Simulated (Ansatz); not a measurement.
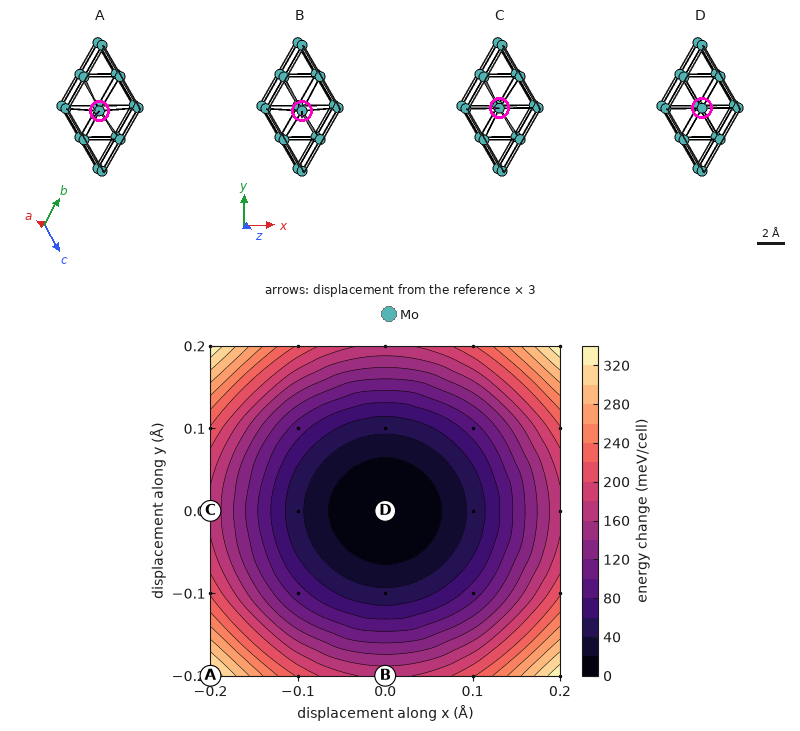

Energy scan for crystalline Mo (P6/mmm), in which a Mo atom (one in each cell of 8 atoms) is moved over the plane of the Cartesian directions x and y, all else fixed. The map is interpolated between the computed points (dots). The lettered frames are marked on it. A ball-and-stick model of the cell of the calculation, seen nearly along the normal of the scanned plane. The ringed atoms are those of the scanned coordinates. Purple arrows: displacements from the reference.

These are results of Ansatz, DFT PBEsol, scalar-relativistic, plane waves, PAW, not measurements. Settings: plane-wave cutoff 420 eV; k-point mesh 12 × 12 × 12; occupations gaussian; smearing width 0.15 eV; no spin polarisation. Energies (free energies at the smearing named) are counted from the relaxed crystal.

### Where is the lowest point of the map, and what else does it tell?

In pairs of (displacement along x (Å); displacement along y (Å)): the lowest computed point lies at (0.00, 0.00) (0 meV/cell), the highest at (−0.20, −0.20), (0.20, 0.20), (−0.20, 0.20), (0.20, −0.20) (337 meV/cell).  Over the ranges scanned the energy rises by about as much along both axes. The frames lie at A (−0.20, −0.20): 337 meV/cell, B (0.00, −0.20): 176 meV/cell, C (−0.20, 0.00): 176 meV/cell, D (0.00, 0.00): 0 meV/cell.
